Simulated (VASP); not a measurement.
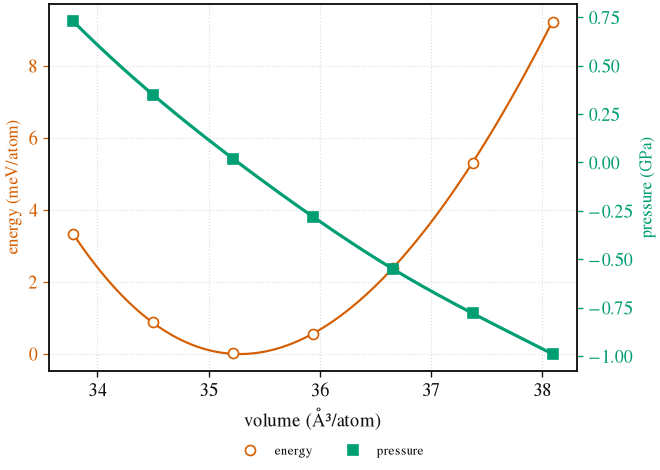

The figure shows the energy and pressure against volume for KBr, space group Fm-3m (No. 225).

The given structure:
```yaml
crystal:
  lattice:
    - [0.00000, 3.30000, 3.30000]
    - [3.30000, 0.00000, 3.30000]
    - [3.30000, 3.30000, 0.00000]
  atoms:
    - { symbol: Br, position: [0.50000, 0.50000, 0.50000] }
    - { symbol: K, position: [0.00000, 0.00000, 0.00000] }
```

How it was computed, with VASP 6.6.1: plane-wave DFT, no spin polarisation; energies at scaled volumes of the given cell, shape and fractions fixed, counted from the fit's minimum, third-order Birch-Murnaghan fit. Level: PBEsol.

k mesh 7×7×7; occupations Fermi–Dirac; smearing width 0.05 eV; potentials VASP PAW PBE potentials, recommended; wave cutoff 520 eV.

> Give the fitted equation-of-state parameters.

A third-order Birch–Murnaghan fit gives V0 = 35.28 Å³/atom, B0 = 15.4 GPa and B′ = 5.0.

> Read off the course of the pressure.

It falls from 0.73 GPa at volume 33.78 Å³/atom to −0.99 GPa at 38.09 Å³/atom, and changes sign near 35.27 Å³/atom.
